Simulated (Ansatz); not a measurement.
Single-point calculation of MgO

- system: MgO (Imm2, 2 atoms in the cell)
- method: DFT PBE, scalar-relativistic, plane waves, PAW, no spin polarisation (Ansatz 0.2.0)

The structure derives from an entry of the Crystallography Open Database. It belongs to a series of runs on one base structure; here: atom 2 (O) moved by (-0.200, -0.200) A along x and z. Figures and captions count atoms from 1; the log counts them from 0 in places.

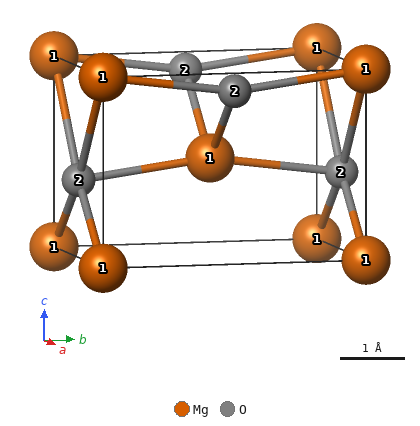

Figure 1. The structure (ball-and-stick view of the cell 2 times as large as that of the calculation, set on its symmetry axes, seen slightly off an axis; atoms are numbered from 1 in the order of the input). An atom can appear more than once, as a periodic image. Near neighbours in the periodic cell (some may lie outside the picture): Mg has 6 O at 1.95 to 2.34 Å; O has 6 Mg at 1.95 to 2.34 Å.

Results in brief

- outcome: converged
- space group (tolerance 0.01 Å): Imm2 (44)
- electrons treated: 16
- free energy: −2493.9483 eV
- Fermi energy: 9.743 eV
- gap on the k-point mesh: 4.33 eV
- pressure: 5.01 GPa
- largest force (length of the vector): 1.418 eV/Å
- hardware: 1 thread of Intel Xeon (Sapphire Rapids), 32 GiB of memory available, shared host
- wall time: 3.3 s
- peak memory: 0.39 GiB

Input file
```yaml
crystal:
  lattice:
    - [0.0, 2.13515, 2.13515]
    - [2.13515, 0.0, 2.13515]
    - [2.13515, 2.13515, 0.0]
  atoms:
    - { symbol: Mg, position: [0.0, 0.0, 0.0] }
    - { symbol: O, position: [0.5, 0.4063297661, 0.5] }
basis:
  ecutwfc: 420
kpoints:
  mp_grid: { grid: [10, 10, 10] }
hamiltonian:
  xc: pbe
scf:
  occupations: { method: gaussian, width: 0.05 }
output:
  forces: true
  stress: true
  eigenvalues: true
  write_density: true
  write_potential: true
  elf: true
  volumetric_format: npy
```

Launch command:
```bash
ansatz run input.yaml --threads 1 --pin off --max-ram 2560MiB --backend cpu --events-out ev --progress --plain --runs-dir out
```

Output
```
Engine: ansatz 0.2.0, x86_64-unknown-linux-gnu
Pseudopotentials: kind: paw
Pseudopotential: Mg, paw, valence charge 10, recommended cutoff 420 eV (normal), Mg.paw.azcp
Pseudopotential: O, paw, valence charge 6, recommended cutoff 420 eV (normal), O.paw.azcp
Functional definition: PBE
  parameter kappa = 0.804
  parameter beta = 0.06672455060314922
  exchange = pbe_x(kappa = kappa, mu = beta*pi^2/3)
  correlation = pbe_c(beta = beta)
Crystal: 2 atoms, lattice volume = 19.468 Å³
Basis set: ecut = 420 eV, 339 PW (Γ), exchange–correlation on 48×48×48 points (8 copies of the dense FFT grid, shifted against one another)
Bands: 12, of which v1, the nominal top of the filled ones, is band 8 counted from 1 (7 counted from 0)
Symmetry: 4 space group operations
Space group: Imm2 (ITA 44), of the structure as read, at distance tolerance 2.7e-5 Å
k-points: 171 of 1000 (time reversal used)
Non-local potential: Mg, projectors of the file, l = 0: 3, l = 1: 2, l = 2: 1
Non-local potential: O, projectors of the file, l = 0: 2, l = 1: 2, l = 2: 1
PAW form: soft (Blöchl's): semilocal exchange-correlation on the pseudo side does not see the compensation charge
PAW one-centre angular grid: Mg, 110 points (default); XC on 64 Gauss nodes
PAW one-centre angular grid: O, 110 points (default); XC on 64 Gauss nodes
Initial density: superposition of atomic densities (neutral atoms: chi_scale 0, normalization atom), corrected by the library's trained network
Initial wavefunctions: pseudopotential atomic-orbital guess
Functional: x = pbe(κ = 0.804, μ = 0.2195149727645171), c = pbe(β = 0.06672455060314922)
SCF iter   1: F=—  HF=-2493.948128 eV  |F-HF|=—  |Δ(HF+E_count)|=         —  Δρ=9.10e-4  dr2=7.97e-5  ethr=1.77e-3  ⟨swp⟩=5.6  Hψ=12148  notcnv=0
preconditioner: auto → none  [insulator: Δε(μ)=4.322 eV  Ē_g=18.058 eV  σ=0.050 eV  W_gap=1.00  n_scr=8 (ndim 8)  ℏωp=23.8 eV  f_vac=0.000  D(μ)=0.00/eV (n_scr^D=0)  ε∞_Penn≈2.7]
SCF iter   2: F=—  HF=-2493.948260 eV  |F-HF|=—  |Δ(HF+E_count)|=   1.33e-4  Δρ=4.71e-4  dr2=1.94e-5  ethr=4.98e-7  ⟨swp⟩=2.4  Hψ=4852  notcnv=0
SCF iter   3: F=—  HF=-2493.948284 eV  |F-HF|=—  |Δ(HF+E_count)|=   2.34e-5  Δρ=1.07e-4  dr2=7.69e-7  ethr=1.21e-7  ⟨swp⟩=2.0  Hψ=3196  notcnv=0
iter 4 did not close the SCF: its close was put off for the readings that it lacked (scf_convergence_deferred on its scf_iter line)
SCF iter   4: F=-2493.948284 eV  HF=-2493.948284 eV  |F-HF|=4.29e-8  |Δ(HF+E_count)|=   4.64e-7  Δρ=3.59e-5  dr2=8.98e-8  ethr=4.80e-9  ⟨swp⟩=2.0  Hψ=3384  notcnv=0
iter 5 did not close the SCF: its close was put off for the readings that it lacked (scf_convergence_deferred on its scf_iter line)
SCF iter   5: F=-2493.948284 eV  HF=-2493.948284 eV  |F-HF|=3.39e-10  |Δ(HF+E_count)|=   8.53e-8  Δρ=3.60e-6  dr2=1.24e-9  ethr=5.61e-10  ⟨swp⟩=2.0  Hψ=3420  notcnv=0
SCF iter   6: F=-2493.948284 eV  HF=-2493.948284 eV  |F-HF|=4.87e-11  |Δ(HF+E_count)|=  3.03e-10  Δρ=6.62e-7  dr2=2.93e-11  ethr=7.78e-12  ⟨swp⟩=4.7  Hψ=9854  notcnv=0
SCF 1 converged in 6 iterations: F = -2493.948284 eV  dr2 = 2.93e-11
  greatest PAW one-centre occupation: 1.000 electrons in one spin orbital (limit 2), on the Mg atom at site 0 (counted from 0), in its partial waves of l = 0
SCF converged after 6 iterations
Free energy (F): -2493.948284 eV
Harris-Foulkes:  -2493.948284 eV  (|F-HF|=4.87e-11)
Internal energy: -2493.948284 eV  (E = F + TS)
E sigma→0 (E₀):  -2493.948284 eV
Fermi energy:    9.743318 eV
--- Per-component energies (eV) ---
  E_band       = -300.634328
  E_kinetic    = 255.435627
  E_local      = -1643.564730  (includes V_loc(G=0)·N_el)
  E_nonlocal   = 142.891827
  E_hartree    = 570.885009
  E_xc         = -105.112707
  E_vxc        = -134.681217  (∫ρ·V_xc dr)
  E_paw        = -450.032416  (= ΣΔE_a)
  E_vpaw       = -62.488475  (= ΣTr[D̂ρ^β])
  E_aug_tail   = 0.002432  (compensation charges beyond the density's cutoff)
  E_ewald      = -1264.453327
  E_smearing   = -0.000000  (= −TS)
  E_closure    = 0.000000  (closes the sum)
  Σ components = -2493.948284   (vs F -2493.948284, Δ=0.00e0)
--- Forces (eV/Å), atoms counted from 1 ---
  atom   1  Mg    -1.00249533     0.00000000    -1.00249533
  atom   2  O      1.00249385     0.00000000     1.00249385
  max |Σ_I F_I| component: 1.48e-6 eV/Å
--- Stress (GPa, compression-positive) ---
        9.019741       0.000000      -2.222955
        0.000000      -3.007934       0.000000
       -2.222955       0.000000       9.019741
  P = ⅓ Tr σ = 5.0105 GPa (50.105 kbar)
--- Band table (eV; the first three rows and the last of 171) ---
  k-point 0: bands = ["-64.7263", "-31.4644", "-31.4538", "-31.4396", "-9.4509", "7.4566", "7.5735", "7.5794", "11.9072", "23.1978", "23.5186", "23.6466"]
  k-point 1: bands = ["-64.7257", "-31.4653", "-31.4573", "-31.4443", "-9.3509", "6.8484", "7.4798", "7.5569", "12.5207", "21.9393", "23.5973", "23.8714"]
  k-point 2: bands = ["-64.7238", "-31.4739", "-31.4660", "-31.4504", "-9.0774", "5.6191", "7.3379", "7.4247", "13.7064", "20.3388", "23.9007", "24.0867"]
  k-point 170: bands = ["-64.7168", "-31.5169", "-31.4903", "-31.4648", "-8.0425", "3.7392", "6.2298", "6.3371", "16.7292", "17.0441", "20.3305", "25.7529"]
```

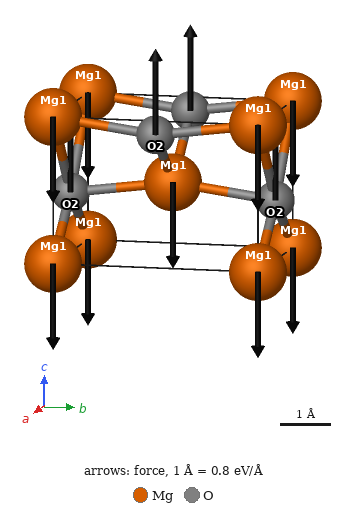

Figure 2. Forces on the atoms as black arrows (ball-and-stick view of the cell 2 times as large as that of the calculation, set on its symmetry axes, seen slightly off an axis; atoms are numbered from 1 in the order of the input). The largest act on Mg1 (1.42 eV/Å); O2 (1.42 eV/Å). The geometry is not a stationary point of this energy.

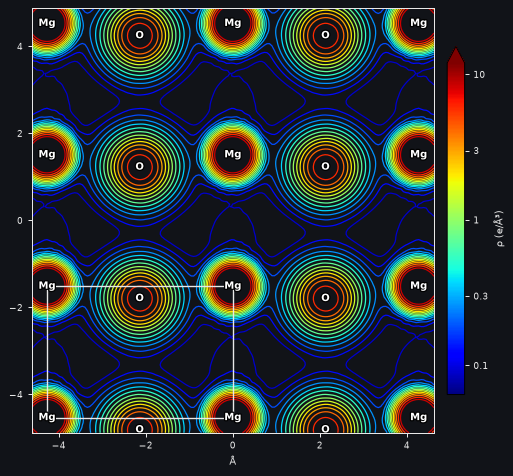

Figure 3. Valence electron density on the (100) plane of the conventional cell. The section cuts through Mg and O sites. Mg–O (2.15 Å): ρ at the midpoint is about 0.3 e/Å³. Away from the nuclei the density in this plane falls to 0.06 e/Å³ at its lowest. In a PAW calculation such maps are meaningful between the atoms, not at the nuclei.

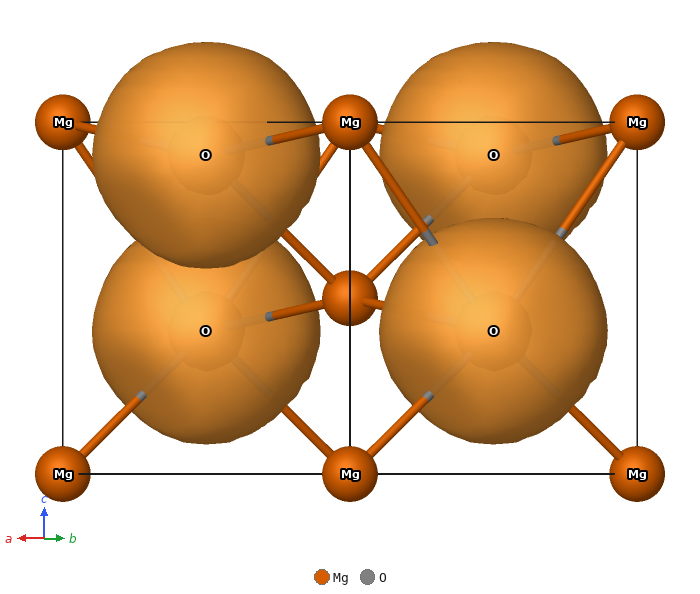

Figure 4. Isosurface of the ELF at 0.65 (orange), seen along [110]. Core shells and regions of very low density are left out. Sticks mark near contacts. The outline is the cell set on symmetry axes. Values along the shortest contacts: Mg–O (1.95 Å): the ELF is about 0.35 at the midpoint. Mg–O (2.15 Å): the ELF is about 0.35 at the midpoint, which marks two separate closed shells.

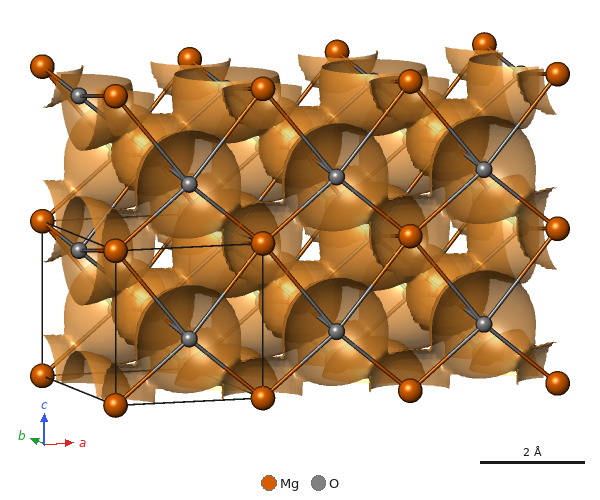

Figure 5. Isosurface of the valence electron density at 0.3 e/Å³ (orange), seen slightly off an axis. Sticks mark near contacts. The outline is the cell set on symmetry axes. At this value the density is joined into chains; it holds about 90 % of the electrons treated as valence (semicore included). It is pinched off along the Mg–O (2.15 Å) contacts. On the grid the lowest density along these lines, outside the cores, is 0.4 e/Å³ (Mg–O, 1.95 Å) and 0.25 e/Å³ (Mg–O, 2.15 Å).
